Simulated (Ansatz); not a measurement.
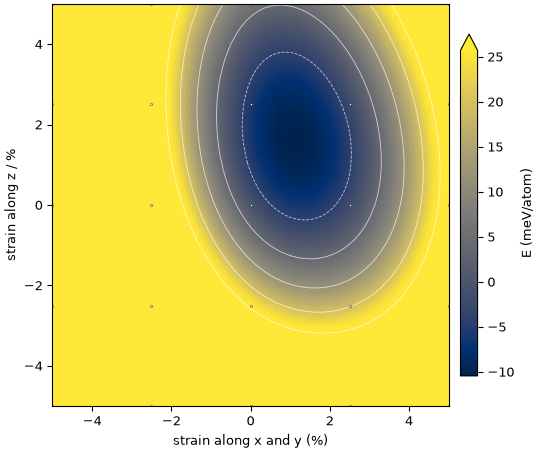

GaN (P6_3mc, No. 186; 4 atoms in the cell). 
- The cell is strained homogeneously, by one strain along x and y and another along z, with fractional coordinates fixed (x along [1 0 0], z along [0 0 1] of the conventional cell).
- The first coordinate is: strain along x and y; the second: strain along z.
- The scan uses a 5 × 5 grid.
- Energies are in meV/atom, from the unstrained cell.
- The reference cell is the one listed in the database, not relaxed at this level.
- Method: Ansatz, DFT PBE, scalar-relativistic, plane waves, PAW. Settings: cutoff 420 eV, k-mesh 12×12×6 in the order of the run's cell vectors, gaussian smearing 0.05 eV, no spin polarisation.

The picture shows a smooth colour map with a few white contour lines, dots at the grid points, one colour for all values above the top of the scale. Between grid points the surface is interpolated.

Estimate the clamped-ion elastic constants that this map fixes.

With the cell volume of 45.2 Å³, the curvatures of the interpolated surface at its minimum give C₁₁ + C₂₂ + 2C₁₂ ≈ 940 GPa, C₃₃ ≈ 410 GPa and C₁₃ + C₂₃ ≈ 112 GPa (clamped ions, Cartesian axes of the cell). A stretch of 1 % along z with free sides (kept equal in x and y) would change the in-plane lengths by about −0.12 %.
